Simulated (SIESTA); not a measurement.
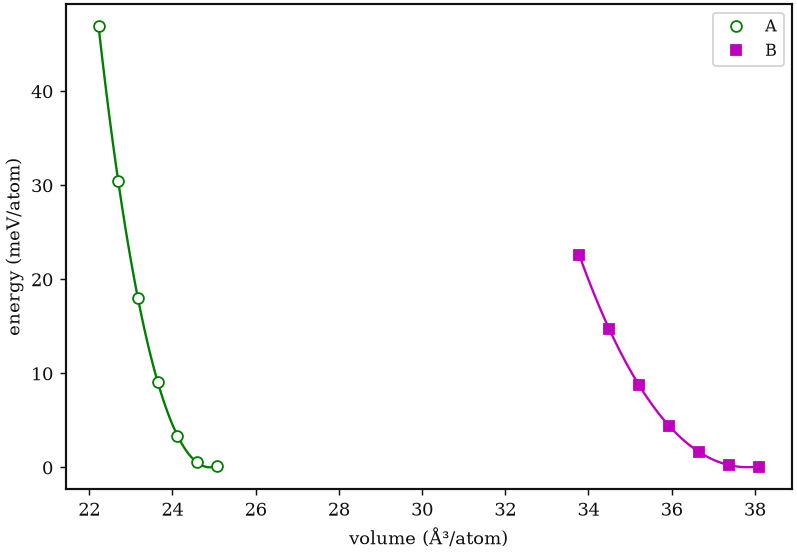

The figure compares two calculations of the energy against volume, each curve from its own zero. The first is for AgBr, space group Fm-3m (No. 225).

The cell holds 2 atoms.

Method: DFT in numerical atomic orbitals with pseudopotentials, no spin polarisation; energies at scaled volumes of the given cell, shape and fractions fixed, counted from the fit's minimum, third-order Birch-Murnaghan fit (SIESTA 5.4.2). Level: PBE.

```
         setting                                                                     value
          k mesh                                                                     8×8×8
     occupations                                                               Fermi–Dirac
  smearing width                                                                   0.05 eV
      potentials  PseudoDojo 0.4 standard, converted to PSML, two zetas on semicore shells
program settings                                             basis DZP, mesh cutoff 800 Ry
```

In the second, Ag is replaced by K on all its sites, which gives KBr in the same structure.

Which of A and B is the second calculation, and what did the change do?

B. The equilibrium volume rises from 24.90 to 37.82 Å³/atom (+52 %) and the bulk modulus falls from 41.1 to 13.8 GPa (−66 %).

For AgBr, limits of the calculation: mulliken charges of long orbitals; short basis over semicore shells.

For KBr, limits of the calculation: mulliken charges of long orbitals.

V0 and the bulk modulus come from third-order Birch–Murnaghan fits.
